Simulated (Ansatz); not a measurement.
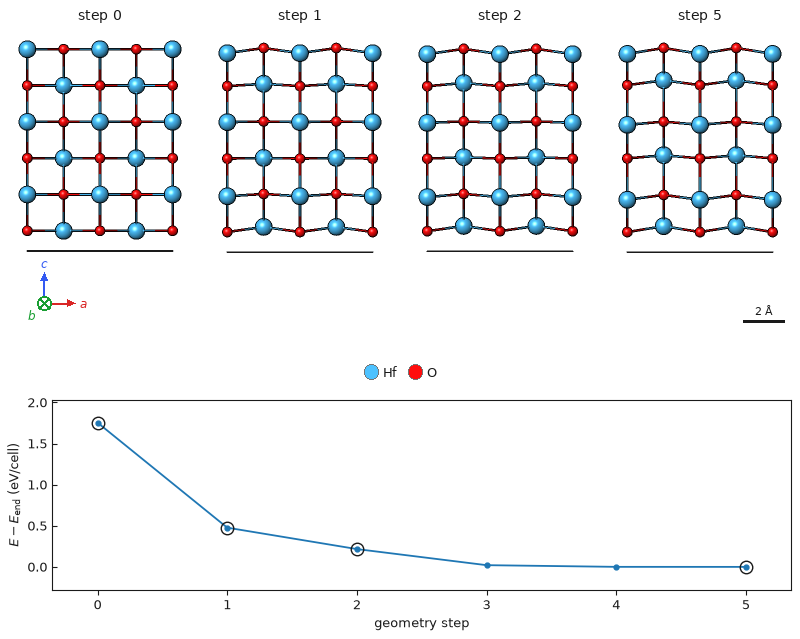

Frames of a relaxation of a slab of composition HfO$_{2}$ (cut from the Fm-3m phase), marked on the history of the run. Style: ball-and-stick. Shown: the 2 × 1 repeat of the cell, outlined in the plane, without the vacuum (origin shifted), along the b axis.

The slab is the (1 1 0) face of HfO2.

Computed with DFT PBE, scalar-relativistic, plane waves, PAW in Ansatz.

Input file:
```yaml
crystal:
  lattice:
    - [3.6045556795, 0.0, 0.0]
    - [0.0, 5.0976115282, 0.0]
    - [0.0, 0.0, 24.0113891987]
  atoms:
    - { symbol: Hf, position: [0.5, 0.5, 0.3123517735] }
    - { symbol: O, position: [0.0, 0.75, 0.3123517735] }
    - { symbol: O, position: [0.0, 0.25, 0.3123517735] }
    - { symbol: Hf, position: [0.0, 0.0, 0.3874110641] }
    - { symbol: O, position: [0.5, 0.25, 0.3874110641] }
    - { symbol: O, position: [0.5, 0.75, 0.3874110641] }
    - { symbol: Hf, position: [0.5, 0.5, 0.4624703547] }
    - { symbol: O, position: [0.0, 0.75, 0.4624703547] }
    - { symbol: O, position: [0.0, 0.25, 0.4624703547] }
    - { symbol: Hf, position: [0.0, 0.0, 0.5375296453] }
    - { symbol: O, position: [0.5, 0.25, 0.5375296453] }
    - { symbol: O, position: [0.5, 0.75, 0.5375296453] }
    - { symbol: Hf, position: [0.5, 0.5, 0.6125889359] }
    - { symbol: O, position: [0.0, 0.75, 0.6125889359] }
    - { symbol: O, position: [0.0, 0.25, 0.6125889359] }
    - { symbol: Hf, position: [0.0, 0.0, 0.6876482265] }
    - { symbol: O, position: [0.5, 0.25, 0.6876482265] }
    - { symbol: O, position: [0.5, 0.75, 0.6876482265] }
basis:
  ecutwfc: 420
kpoints:
  mp_grid: { grid: [7, 5, 1] }
hamiltonian:
  xc: pbe
scf:
  occupations: { method: gaussian, width: 0.05 }
output:
  forces: true
  eigenvalues: true
  write_density: true
  write_potential: true
  elf: true
  volumetric_format: npy
relax:
  adjacent_minimum: "off"
  f_tol: 0.02
  max_steps: 60
efield:
  axis: 3
  dipole_correction: true
  ramp_width: 0.04
```

Command:
```bash
ansatz run input.yaml --threads 4 --pin off --max-ram 9216MiB --backend cpu --events-out ev --progress --plain --runs-dir out
```

Q: Describe the path.

A: After 5 geometry steps the energy has fallen by 1.754 eV per cell of the calculation. Largest force component: 4.2 eV/Å at the start, 0.018 eV/Å at the end. The largest moves relative to the layer's centre, 0.26 Å, are those of Hf4 and Hf13. Hf13 goes along the normal (+c). By element the largest moves are Hf 0.26 Å, O 0.08 Å. The lattice vectors keep their values. Some distances before and after: Hf13–Hf16 3.605 → 3.385 Å, Hf4–O8 2.207 → 2.421 Å, Hf1–O5 2.207 → 2.019 Å, Hf10–O14 2.207 → 2.358 Å. Among the angles between lasting bonds that change: O2–Hf1–O3 180.0° → 164.6°, O5–Hf1–O6 70.5° → 79.7°, O2–Hf1–O5 109.5° → 117.3°. From step 0 to 1: Hf atoms move most (0.19 Å), energy −1.277 eV per cell of the calculation. From step 1 to 2: Hf atoms move most (0.05 Å), energy −0.260 eV per cell of the calculation. From step 2 to 5: Hf atoms move most (0.13 Å), energy −0.217 eV per cell of the calculation.

| step | E − E(0), meV/atom | largest force component, eV/Å |
| --- | --- | --- |
| 0 | 0.00 | 4.2261 |
| 1 | -70.95 | 1.5068 |
| 2 | -85.42 | 0.9493 |
| 3 | -96.30 | 0.3467 |
| 4 | -97.43 | 0.0606 |
| 5 | -97.46 | 0.0176 |
